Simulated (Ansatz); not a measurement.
TaSi2: several calculations on one system

Part 1: Relaxation

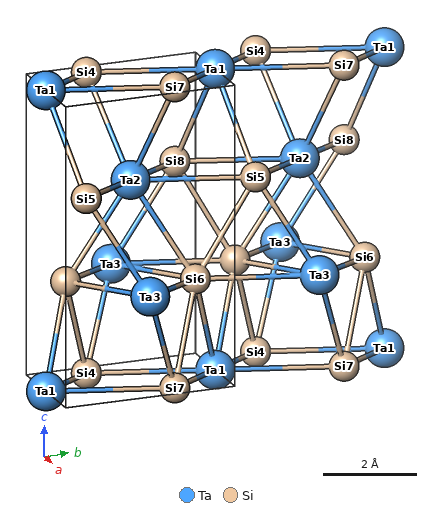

Starting structure of crystalline TaSi₂ (set up in P6_422). The picture is a ball-and-stick view of the cell of the calculation, repeated 1 × 2 × 1 with one cell outlined, seen slightly off an axis.

Level of theory: DFT PBE, scalar-relativistic, plane waves, PAW (Ansatz 0.2.0).

The input:
```yaml
crystal:
  lattice:
    - [4.7839004637, 0.0, 0.0]
    - [-2.3919502318, 4.1429793307, 0.0]
    - [0.0, 0.0, 6.57]
  atoms:
    - { symbol: Ta, position: [0.5, 0.0, 0.0] }
    - { symbol: Ta, position: [0.5, 0.5, 0.6666666667] }
    - { symbol: Ta, position: [0.0, 0.5, 0.3333333333] }
    - { symbol: Si, position: [0.15897, 0.31794, 0.0] }
    - { symbol: Si, position: [0.84103, 0.15897, 0.6666666667] }
    - { symbol: Si, position: [0.68206, 0.84103, 0.3333333333] }
    - { symbol: Si, position: [0.84103, 0.68206, 0.0] }
    - { symbol: Si, position: [0.15897, 0.84103, 0.6666666667] }
    - { symbol: Si, position: [0.31794, 0.15897, 0.3333333333] }
basis:
  ecutwfc: 420
kpoints:
  mp_grid: { grid: [9, 9, 6] }
hamiltonian:
  xc: pbe
scf:
  occupations: { method: gaussian, width: 0.1 }
output:
  forces: true
  stress: true
  eigenvalues: true
relax:
  adjacent_minimum: "off"
  f_tol: 0.005
  max_steps: 80
  cell: { stress_tol: 0.05 }
```

Question: Where does the relaxation end?

Answer: The atoms keep their places relative to the cell (all moves are under 0.005 Å). The volume changes by +1.3 %, with a = b 4.784 → 4.805 Å (+0.4 %), c 6.570 → 6.599 Å (+0.4 %). Among the contacts that change: Ta1–Ta2 3.243 → 3.257 Å, Ta1–Si4 2.826 → 2.839 Å, Ta1–Si4 (another image) 2.731 → 2.742 Å, Ta1–Si5 2.607 → 2.618 Å. The space group stays P6_422 (No. 181). The energy falls by 13.5 meV per cell of the calculation in 3 accepted moves (4 points after the start). The largest force component goes from 0.0067 to 0.00097 eV/Å. Pressure: 2.52 GPa at the start and 0.01 GPa at the end. The SCF was repeated once at an unchanged geometry on a basis and grid sized afresh for the cell, which shifted the energy by 0.5 meV per cell of the calculation at most. The run took of the order of 2.2 core-minutes on a shared host.

Step by step:

```
step  E − E(0), meV/atom  largest force component, eV/Å  pressure, GPa  volume, Å³/atom                      note
   0                0.00                         0.0067           2.52           14.468                          
   1               -0.67                         0.0560          -1.54           14.789                          
   2               -1.43                         0.0058          -0.02           14.662                          
   3               -1.44                         0.0009           0.00           14.660                          
   4               -1.50                         0.0010           0.01           14.660  same geometry, new basis
```

Part 2: A change

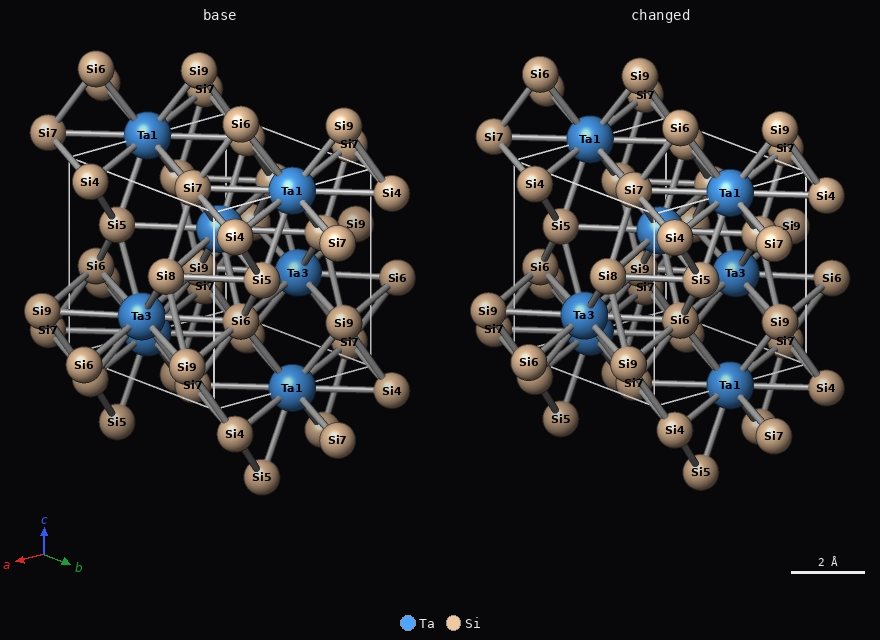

Left: a crystal of TaSi$_{2}$ (set up in P6_422). Right: the same structure after one change, at the same scale. The picture is a ball-and-stick view of the cell of the calculation, seen from a free direction.

The calculation used DFT PBE, scalar-relativistic, plane waves, PAW in Ansatz 0.2.0. Settings: plane-wave cutoff 420 eV; k-point mesh 9 × 9 × 6; occupations gaussian; smearing width 0.1 eV; no spin polarisation.

The crystal is put under a hydrostatic pressure of 20 GPa. Cell and atoms are relaxed at that pressure.

What does the change do?

Energy change: +72.8 meV per atom. The pressure goes from 0.0 to 20.0 GPa. The drawn cell changes as follows: a = b 4.805 → 4.648 Å (−3.3 %), c 6.599 → 6.444 Å (−2.3 %); the volume changes by −8.6 %. The atoms keep their places relative to the cell (all moves are under 0.005 Å). Near-neighbour distances before and after: Si–Ta 2.839 → 2.744 Å, Si–Ta 2.742 → 2.654 Å, Si–Si 2.645 → 2.563 Å, Si–Ta 2.618 → 2.549 Å. The space group stays P6_422 (No. 181).

Part 3: Series

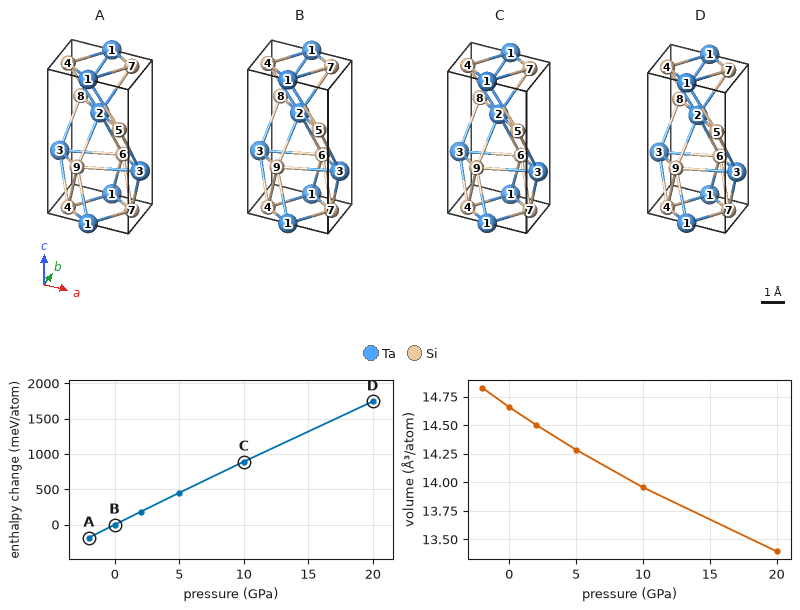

Members of a series of calculations on a crystal of TaSi$_{2}$ (set up in P6_422), marked on the first curve. Style: ball-and-stick. Shown: the cell of the calculation, slightly off an axis.

The calculation used DFT PBE, scalar-relativistic, plane waves, PAW in Ansatz 0.2.0. Set-up: plane-wave cutoff 420 eV; k-point mesh 9 × 9 × 6; occupations gaussian; smearing width 0.1 eV; no spin polarisation.

Q: Describe the series.

A: The structure is relaxed at several pressures. A (pressure −2.0 GPa): enthalpy change −184 meV/atom, volume 14.83 Å³ per atom. B (pressure 0.0 GPa): enthalpy change 0.0 meV/atom, volume 14.66 Å³ per atom. C (pressure 10.0 GPa): enthalpy change 892 meV/atom, volume 13.96 Å³ per atom. D (pressure 20.0 GPa): enthalpy change 1745 meV/atom, volume 13.40 Å³ per atom. The rest compares A with D. The drawn cell changes as follows: a = b 4.825 → 4.648 Å (−3.7 %), c 6.618 → 6.444 Å (−2.6 %); the volume changes by −9.7 %. Near-neighbour distances before and after: Si–Ta 2.851 → 2.744 Å, Si–Ta 2.754 → 2.654 Å, Si–Si 2.657 → 2.563 Å.
